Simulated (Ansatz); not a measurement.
Te₂Mo: several calculations on one system

**1. Relaxation**

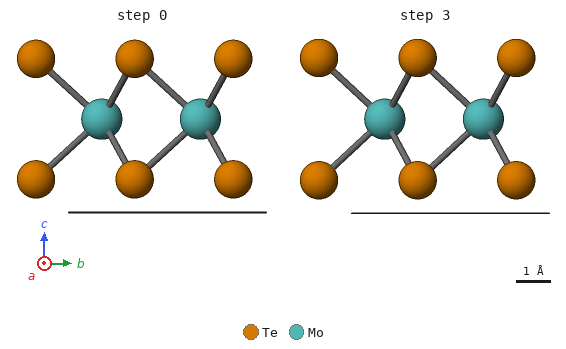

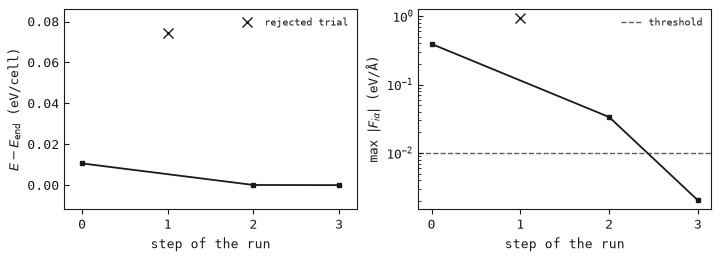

First and last geometry of a relaxation of a slab of composition Te$_{2}$Mo, with the history of the run. The picture is a ball-and-stick view of the 2 × 2 repeat of the cell, outlined in the plane, without the vacuum, seen along the a axis.

Case: biaxial strain -0.020, atoms relaxed.

The calculation used Ansatz 0.2.0, DFT PBE+D3(BJ), scalar-relativistic, plane waves, PAW. Set-up: plane-wave cutoff 420 eV; k-point mesh 12 × 12 × 1; occupations gaussian; smearing width 0.02 eV; no spin polarisation; atoms relaxed in a fixed cell; force threshold 0.01 eV/Å; at most 40 steps.

### What do the curves and the structures tell?

It converged. The largest moves, 0.027 Å, are those of Te atoms. Mo stays in place. The cell doesn't change. Near-neighbour distances that change, for instance: Mo–Te 2.689 → 2.708 Å. After 2 accepted moves (3 points after the start) the energy has fallen by 10.6 meV per cell of the calculation. The largest force component goes from 0.39 to 0.002 eV/Å. The line search rejected the trial step at point 1 of the run.

**2. Relaxation**

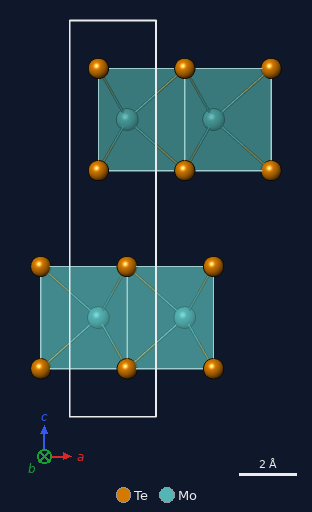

Solid Te2Mo (set up in P6_3/mmc), before the relaxation. Style: polyhedral. Shown: the cell of the calculation, repeated 2 × 1 × 1 with one cell outlined, along the b axis.

All numbers below come from Ansatz, DFT PBE+D3(BJ), scalar-relativistic, plane waves, PAW.

Input file:
```yaml
crystal:
  lattice:
    - [3.5181997508, 0.0, 0.0]
    - [-1.7590998754, 3.0468503597, 0.0]
    - [0.0, 0.0, 13.9736]
  atoms:
    - { symbol: Te, position: [0.3333333333, 0.6666666667, 0.621] }
    - { symbol: Te, position: [0.6666666667, 0.3333333333, 0.121] }
    - { symbol: Te, position: [0.3333333333, 0.6666666667, 0.879] }
    - { symbol: Te, position: [0.6666666667, 0.3333333333, 0.379] }
    - { symbol: Mo, position: [0.3333333333, 0.6666666667, 0.25] }
    - { symbol: Mo, position: [0.6666666667, 0.3333333333, 0.75] }
basis:
  ecutwfc: 420
kpoints:
  mp_grid: { grid: [12, 12, 2] }
hamiltonian:
  xc: pbe
  dispersion: d3bj
scf:
  occupations: { method: gaussian, width: 0.02 }
output:
  forces: true
  stress: true
  eigenvalues: true
  write_density: true
  write_potential: true
  elf: true
  volumetric_format: npy
relax:
  adjacent_minimum: "off"
  f_tol: 0.005
  max_steps: 80
  cell: { stress_tol: 0.05 }
```

Command:
```bash
ansatz run input.yaml --threads 2 --pin off --max-ram 5120MiB --backend cpu --events-out ev --progress --plain --runs-dir out
```

**Where does the relaxation end?**

Over 3 accepted moves (5 points after the start) the energy falls by 23.0 meV per cell of the calculation. Largest force component: 0.17 eV/Å at the start, 0.0048 eV/Å at the end. Pressure: −0.53 GPa at the start and −0.01 GPa at the end. The line search rejected the trial step at point 1 of the run. The SCF was repeated once at an unchanged geometry on a basis and grid sized afresh for the cell, which shifted the energy by 1.0 meV per cell of the calculation at most. The largest moves relative to the cell, 0.050 Å, are those of Te1, Te2, Te3 and Te4. Te2 goes along −c. Mo stays in place. The drawn cell changes as follows: a = b 3.518 → 3.496 Å (−0.6 %), c 13.974 → 13.701 Å (−2.0 %); the volume changes by −3.2 %. The space group stays P6_3/mmc (No. 194).

The end point in the same view:

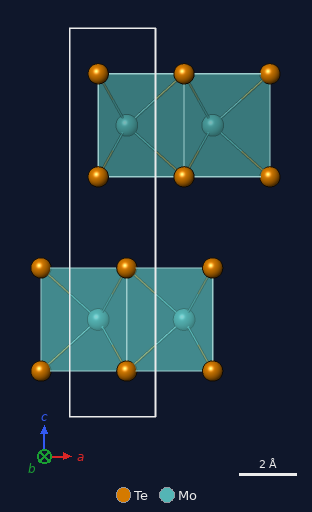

**3. A change**

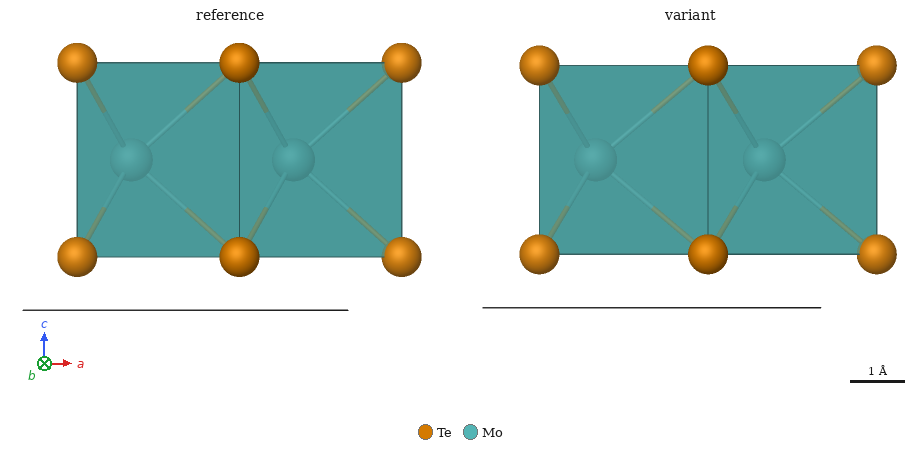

Left: a slab of composition Te2Mo (cut from the P6_3/mmc phase). Right: the same structure after one change, at the same scale. A polyhedral model of the 2 × 2 repeat of the cell, outlined in the plane, without the vacuum, seen along the b axis.

All numbers below come from Ansatz, DFT PBE+D3(BJ), scalar-relativistic, plane waves, PAW. (plane-wave cutoff 420 eV; k-point mesh 12 × 12 × 1; occupations gaussian; smearing width 0.02 eV; no spin polarisation)

### What distinguishes the right structure from the left one?

The sheet is strained in its plane (biaxially) by +4.0 %. The atoms are relaxed.

### What does the change do?

In the plane the drawn cell goes a 7.008 → 7.288 Å (+4.0 %), b 7.008 → 7.288 Å (+4.0 %). The largest moves relative to the cell and the layer's centre, 0.050 Å, are those of Te atoms. Mo stays in place. Among the bonded contacts that change: Mo–Te 2.719 → 2.747 Å. The space group stays P-6m2 (No. 187). The energy rises by 35.2 meV per atom.
